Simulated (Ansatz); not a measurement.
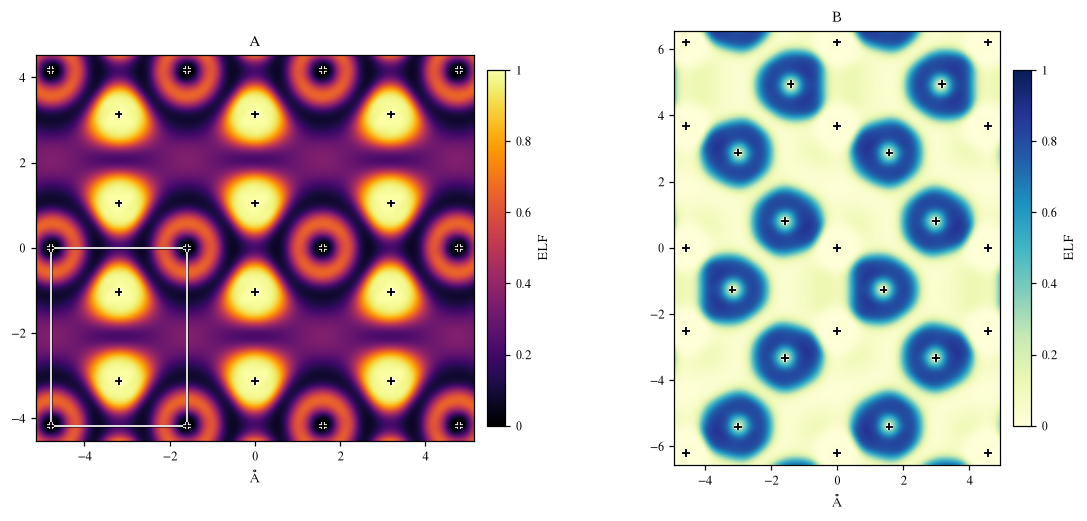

The electron localisation function of 2 systems, each on a plane through atoms (crosses mark nuclei in the plane).

Method: Ansatz 0.2.0, DFT r2SCAN, scalar-relativistic, plane waves, PAW.

System 1: TiH$_{2}$, the (100) plane of the conventional cell. Space group I4/mmm; computed without spin polarisation.

System 2: Al$_{2}$O$_{3}$, the (010) plane of the conventional cell. Space group R-3c; changed on purpose from its base cell (volume × 0.88, shape and atoms relaxed); computed pressure about 42 GPa in this cell.

```
Al O
1.0
     4.56724    0.00000    0.00000
    -2.28362    3.95534    0.00000
     0.00000    0.00000   12.41597
Al O
12 18
Direct
  0.66667 0.33333 0.18495
  0.33333 0.66667 0.51829
  0.00000 0.00000 0.85162
  0.33333 0.66667 0.31505
  0.00000 0.00000 0.64838
  0.66667 0.33333 0.98171
  0.00000 0.00000 0.14838
  0.66667 0.33333 0.48171
  0.33333 0.66667 0.81505
  0.33333 0.66667 0.01829
  0.00000 0.00000 0.35162
  0.66667 0.33333 0.68495
  0.97436 0.33333 0.08333
  0.64103 0.66667 0.41667
  0.30770 0.00000 0.75000
  0.66667 0.64103 0.08333
  0.33333 0.97436 0.41667
  0.00000 0.30770 0.75000
  0.35897 0.02564 0.08333
  0.02564 0.35897 0.41667
  0.69230 0.69230 0.75000
  0.69230 0.00000 0.25000
  0.35897 0.33333 0.58333
  0.02564 0.66667 0.91667
  0.00000 0.69230 0.25000
  0.66667 0.02564 0.58333
  0.33333 0.35897 0.91667
  0.30770 0.30770 0.25000
  0.97436 0.64103 0.58333
  0.64103 0.97436 0.91667
```

Q: Which map belongs to which system?

A: Panel A is system 1, TiH$_{2}$: the plane holds Ti and H. Ti–H (1.91 Å): the ELF climbs to about 1 towards the hydrogen. Panel B is system 2, Al$_{2}$O$_{3}$: the plane holds Al and O. Al–O (1.78 Å): the ELF peaks at about 0.85 in the valence shell of O, 0.7 Å from its nucleus, and is about 0.85 at the midpoint.
